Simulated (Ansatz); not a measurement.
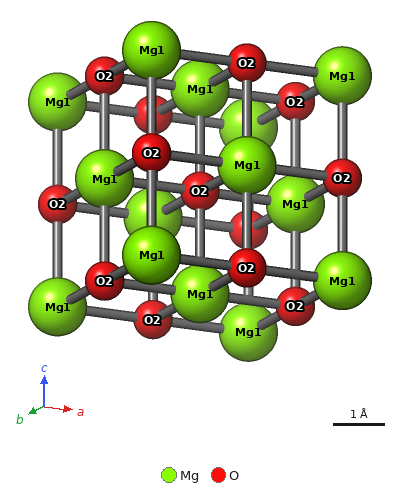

**Figure 1.** The structure as given in the input (ball-and-stick view of the cell 4 times as large as that of the calculation, set on its symmetry axes, seen at an oblique angle; atoms are numbered from 1 in the order of the input). Near neighbours in the crystal (not all of them lie inside the picture): Mg has 6 O at 2.11 Å; O has 6 Mg at 2.11 Å.

**MgO: one change and its effect**

System: MgO (Fm-3m, 2 atoms in the cell).
Method of run 1: DFT, r2SCAN, plane waves, PAW, no spin polarisation (Ansatz 0.2.0).

The structure derives from an entry of the Crystallography Open Database. Text and figures count atoms from 1; the logs count them from 0 in places.

## The input, run 1
```yaml
crystal:
  lattice:
    - [0.0, 2.1085, 2.1085]
    - [2.1085, 0.0, 2.1085]
    - [2.1085, 2.1085, 0.0]
  atoms:
    - { symbol: Mg, position: [0.0, 0.0, 0.0] }
    - { symbol: O, position: [0.5, 0.5, 0.5] }
basis:
  ecutwfc: 500
kpoints:
  mp_grid: { grid: [10, 10, 10] }
hamiltonian:
  xc: r2scan
scf:
  occupations: { method: gaussian, width: 0.02 }
  initial_density: { chi_scale: 0.3 }
output:
  forces: true
  eigenvalues: true
  stress: true
relax:
  adjacent_minimum: "off"
  f_tol: 0.005
  max_steps: 80
  cell: { stress_tol: 0.05 }
```

Command:
```bash
ansatz run input.yaml --threads 1 --pin off --max-ram 2560MiB --backend cpu --events-out ev --progress --plain --runs-dir out
```

Hardware: 1 thread of Arm Neoverse V1, 112 GiB of memory available, shared host.

## Output, shortened to warnings, some set-up lines, iterations and results (run 1)
```
Basis set: ecut = 500 eV, 531 PW (Γ), exchange–correlation on 96×96×96 points (64 copies of the dense FFT grid, shifted against one another)
Symmetry: 48 space group operations
k-points: 47 of 1000
Initial density: superposition of atomic densities (chi_scale 0.3, normalization cell, long waves kept (reshape's long-wave potential 0.00 eV rms))
[...]
SCF iter   1: F=—  HF=-2505.151913 eV  |F-HF|=—  |Δ(HF+E_count)|=         —  Δρ=3.72e-1  dr2=2.18e1  dr2_τ=3.32e-1  ethr=3.10e-3  ⟨swp⟩=6.0  Hψ=3725  notcnv=0
SCF iter   2: F=—  HF=-2498.954910 eV  |F-HF|=—  |Δ(HF+E_count)|=    6.20e0  Δρ=1.79e-1  dr2=4.12e0  dr2_τ=9.94e-1  ethr=3.10e-3  ⟨swp⟩=4.0  Hψ=1944  notcnv=0
SCF iter   3: F=—  HF=-2498.136803 eV  |F-HF|=—  |Δ(HF+E_count)|=   8.18e-1  Δρ=4.63e-2  dr2=2.77e-1  dr2_τ=1.60e-2  ethr=3.10e-3  ⟨swp⟩=2.0  Hψ=1300  notcnv=0
SCF iter   4: F=—  HF=-2498.323212 eV  |F-HF|=—  |Δ(HF+E_count)|=   1.86e-1  Δρ=6.38e-3  dr2=4.76e-3  dr2_τ=7.31e-4  ethr=1.73e-3  ⟨swp⟩=2.6  Hψ=1101  notcnv=0
SCF iter   5: F=—  HF=-2498.334158 eV  |F-HF|=—  |Δ(HF+E_count)|=   1.09e-2  Δρ=7.46e-4  dr2=4.49e-5  dr2_τ=6.74e-6  ethr=2.98e-5  ⟨swp⟩=2.4  Hψ=1162  notcnv=0
[... 18 lines ...]
SCF iter   3: F=—  HF=-2498.335011 eV  |F-HF|=—  |Δ(HF+E_count)|=   3.83e-8  Δρ=6.18e-6  dr2=5.09e-9  dr2_τ=6.34e-10  ethr=1.75e-10  ⟨swp⟩=2.4  Hψ=845  notcnv=0
SCF iter   4: F=—  HF=-2498.335011 eV  |F-HF|=—  |Δ(HF+E_count)|=   1.14e-9  Δρ=1.04e-6  dr2=5.23e-11  dr2_τ=3.19e-11  ethr=3.18e-11  ⟨swp⟩=2.0  Hψ=730  notcnv=0
SCF iter   5: F=-2498.335011 eV  HF=-2498.335011 eV  |F-HF|=2.27e-12  |Δ(HF+E_count)|=  9.28e-11  Δρ=2.20e-7  dr2=3.32e-12  dr2_τ=1.01e-12  ethr=1.00e-12  ⟨swp⟩=5.3  Hψ=2083  …
SCF 4 converged in 5 iterations: F = -2498.335011 eV  dr2 = 3.32e-12
relax step   4: F+E_penalty+E_count = -2498.33501121 eV  Δ(F+E_penalty+E_count) = +6.812e-5 eV  max|allowed force component| = 4.815e-30 eV/Å  Δτ_max = 0.0000 Å  P = +0.011 …
basis re-selected at this cell: Δ(F+E_penalty+E_count) = +6.812e-5 eV, ΔP = +0.002 GPa vs the last step (what re-selecting the basis moved, of the pressure what is left beyond the Pulay correction that the steps carried, after the strain that the cell walked since its last selection, with what the …
SCF converged after 5 iterations
Free energy (F): -2498.335011 eV
Harris-Foulkes:  -2498.335011 eV  (|F-HF|=2.27e-12)
Internal energy: -2498.335011 eV  (E = F + TS)
E sigma→0 (E₀):  -2498.335011 eV
Fermi energy:    10.628276 eV
--- Per-component energies (eV) ---
  E_band       = -311.233069
  E_kinetic    = 256.748133
  E_local      = -1601.540490  (includes V_loc(G=0)·N_el)
  E_nonlocal   = 142.538076
  E_hartree    = 554.984827
  E_xc         = -103.293918
  E_vxc        = -149.070866  (∫ρ·V_xc dr)
  E_paw        = -455.983849  (= ΣΔE_a)
  E_vpaw       = -79.515620  (= ΣTr[D̂ρ^β])
  E_aug_tail   = 0.001032  (compensation charges beyond the density's cutoff)
  E_vtau       = 9.637011  (kinetic-family band-sum trace: ∫τ·v_τ [+ j·A + Jᵃ·Aᵃ] dr)
  E_ewald      = -1291.730674
  E_core_change = -0.058149  (= ΣΔE_core)
  E_smearing   = -0.000000  (= −TS)
  E_closure    = 0.000000  (closes the sum)
  Σ components = -2498.335011   (vs F -2498.335011, Δ=0.00e0)
--- Forces (eV/Å), atoms counted from 1 ---
  atom   1  Mg    -0.00000000     0.00000000     0.00000000
  atom   2  O      0.00000000     0.00000000     0.00000000
  max |Σ_I F_I| component: 9.30e-30 eV/Å
--- Stress (GPa, compression-positive) ---
        0.010973      -0.000000      -0.000000
       -0.000000       0.010973      -0.000000
       -0.000000      -0.000000       0.010973
  P = ⅓ Tr σ = 0.0110 GPa (0.110 kbar)
--- Relaxed structure (3 steps of the walk, 3 accepted, 1 SCFs on fresh bases) ---
  F+E_penalty+E_count = -2498.33501121 eV   max|allowed force component| = 4.815e-30 eV/Å   (the final SCF, on the basis selected at the relaxed cell)
  cell:  # Å, volume = 18.5797 Å³
    - [1.6687343407733056e-33, 2.1021767760391366, 2.1021767760391366]
    - [2.1021767760391366, 1.7324264911845008e-33, 2.1021767760391366]
    - [2.1021767760391366, 2.1021767760391366, 1.1464587074015077e-34]
  atoms:
    - { symbol: Mg, position: [-5.946695000364858e-37, 4.757356000252946e-37, 1.6650746001224957e-36] }
    - { symbol: O, position: [0.5, 0.5, 0.5] }
```

The input of run 2 differs as follows (lines with − go, lines with + come):
```diff
-  initial_density: { chi_scale: 0.3 }
```

Predict how the results change.

Both reach the same energy, so the change doesn't alter the result. The SCF takes 19 iterations over all geometry steps against 20. The two runs start from different initial densities, which also moves the count.

## Output, shortened to warnings, some set-up lines, iterations and results (run 2)
```
Basis set: ecut = 500 eV, 531 PW (Γ), exchange–correlation on 96×96×96 points (64 copies of the dense FFT grid, shifted against one another)
Symmetry: 48 space group operations
k-points: 47 of 1000
Initial density: superposition of atomic densities (neutral atoms: chi_scale 0, normalization atom), corrected by the library's trained network
[...]
SCF iter   1: F=—  HF=-2498.250776 eV  |F-HF|=—  |Δ(HF+E_count)|=         —  Δρ=9.92e-3  dr2=1.09e-2  dr2_τ=7.03e-2  ethr=1.77e-3  ⟨swp⟩=5.9  Hψ=3380  notcnv=0
SCF iter   2: F=—  HF=-2498.334176 eV  |F-HF|=—  |Δ(HF+E_count)|=   8.34e-2  Δρ=4.80e-3  dr2=1.60e-3  dr2_τ=2.70e-4  ethr=6.83e-5  ⟨swp⟩=3.0  Hψ=1636  notcnv=0
SCF iter   3: F=—  HF=-2498.334244 eV  |F-HF|=—  |Δ(HF+E_count)|=   6.73e-5  Δρ=1.03e-3  dr2=1.31e-4  dr2_τ=1.96e-5  ethr=1.00e-5  ⟨swp⟩=3.0  Hψ=963  notcnv=0
SCF iter   4: F=—  HF=-2498.334233 eV  |F-HF|=—  |Δ(HF+E_count)|=   1.04e-5  Δρ=4.07e-4  dr2=2.09e-5  dr2_τ=2.92e-6  ethr=8.21e-7  ⟨swp⟩=2.0  Hψ=713  notcnv=0
SCF iter   5: F=—  HF=-2498.334227 eV  |F-HF|=—  |Δ(HF+E_count)|=   5.97e-6  Δρ=2.96e-5  dr2=5.66e-8  dr2_τ=2.32e-8  ethr=1.30e-7  ⟨swp⟩=2.0  Hψ=743  notcnv=0
[... 17 lines ...]
SCF iter   3: F=—  HF=-2498.335011 eV  |F-HF|=—  |Δ(HF+E_count)|=   1.03e-9  Δρ=6.71e-6  dr2=1.22e-9  dr2_τ=9.34e-10  ethr=4.95e-11  ⟨swp⟩=2.0  Hψ=741  notcnv=0
SCF iter   4: F=—  HF=-2498.335011 eV  |F-HF|=—  |Δ(HF+E_count)|=   1.76e-9  Δρ=1.13e-6  dr2=3.26e-11  dr2_τ=2.66e-11  ethr=7.63e-12  ⟨swp⟩=2.0  Hψ=752  notcnv=0
SCF iter   5: F=-2498.335011 eV  HF=-2498.335011 eV  |F-HF|=4.55e-13  |Δ(HF+E_count)|=  5.14e-11  Δρ=1.15e-7  dr2=7.75e-13  dr2_τ=3.01e-13  ethr=1.00e-12  ⟨swp⟩=5.0  Hψ=2022  …
SCF 4 converged in 5 iterations: F = -2498.335011 eV  dr2 = 7.75e-13
relax step   4: F+E_penalty+E_count = -2498.33501130 eV  Δ(F+E_penalty+E_count) = +6.810e-5 eV  max|allowed force component| = 3.182e-29 eV/Å  Δτ_max = 0.0000 Å  P = +0.013 …
basis re-selected at this cell: Δ(F+E_penalty+E_count) = +6.810e-5 eV, ΔP = +0.003 GPa vs the last step (what re-selecting the basis moved, of the pressure what is left beyond the Pulay correction that the steps carried, after the strain that the cell walked since its last selection, with what the …
SCF converged after 5 iterations
Free energy (F): -2498.335011 eV
Harris-Foulkes:  -2498.335011 eV  (|F-HF|=4.55e-13)
Internal energy: -2498.335011 eV  (E = F + TS)
E sigma→0 (E₀):  -2498.335011 eV
Fermi energy:    10.628485 eV
--- Per-component energies (eV) ---
  E_band       = -311.230550
  E_kinetic    = 256.748499
  E_local      = -1601.532937  (includes V_loc(G=0)·N_el)
  E_nonlocal   = 142.538098
  E_hartree    = 554.982145
  E_xc         = -103.294037
  E_vxc        = -149.071018  (∫ρ·V_xc dr)
  E_paw        = -455.983830  (= ΣΔE_a)
  E_vpaw       = -79.515518  (= ΣTr[D̂ρ^β])
  E_aug_tail   = 0.001032  (compensation charges beyond the density's cutoff)
  E_vtau       = 9.637005  (kinetic-family band-sum trace: ∫τ·v_τ [+ j·A + Jᵃ·Aᵃ] dr)
  E_ewald      = -1291.735831
  E_core_change = -0.058149  (= ΣΔE_core)
  E_smearing   = -0.000000  (= −TS)
  E_closure    = 0.000000  (closes the sum)
  Σ components = -2498.335011   (vs F -2498.335011, Δ=0.00e0)
--- Forces (eV/Å), atoms counted from 1 ---
  atom   1  Mg    -0.00000000     0.00000000    -0.00000000
  atom   2  O      0.00000000    -0.00000000    -0.00000000
  max |Σ_I F_I| component: 6.26e-29 eV/Å
--- Stress (GPa, compression-positive) ---
        0.012962      -0.000000      -0.000000
       -0.000000       0.012962      -0.000000
       -0.000000      -0.000000       0.012962
  P = ⅓ Tr σ = 0.0130 GPa (0.130 kbar)
--- Relaxed structure (3 steps of the walk, 3 accepted, 1 SCFs on fresh bases) ---
  F+E_penalty+E_count = -2498.33501130 eV   max|allowed force component| = 3.182e-29 eV/Å   (the final SCF, on the basis selected at the relaxed cell)
  cell:  # Å, volume = 18.5794 Å³
    - [1.29673237477792e-34, 2.1021683832768234, 2.1021683832768234]
    - [2.1021683832768234, 1.0079282802571593e-33, 2.1021683832768234]
    - [2.1021683832768234, 2.1021683832768234, 2.7776743908232187e-33]
  atoms:
    - { symbol: Mg, position: [-5.9466950006634045e-37, 4.757356000594759e-37, 1.9029424001833867e-36] }
[...]
```

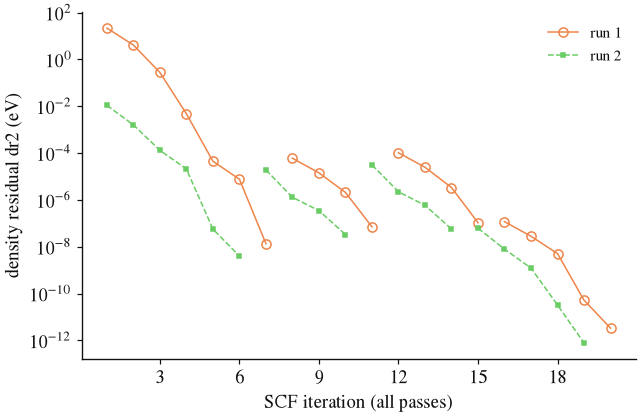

**Figure 2.** Convergence of the two runs: density residual dr2 against the SCF iteration. A break in a curve parts two SCF passes. Run 1 takes 20 iterations in all, and run 2 takes 19.

## The two runs side by side

```csv
quantity,run 1,run 2
outcome,converged,converged
free energy per atom (eV),−1249.1675,−1249.1675
gap on the mesh (eV),5.68,5.68
pressure (GPa),0.01,0.01
largest force (eV/Å),0.000,0.000
SCF iterations,20,19
irreducible k-points,47,47
wall time (shared host),8.3 s,8.3 s
```
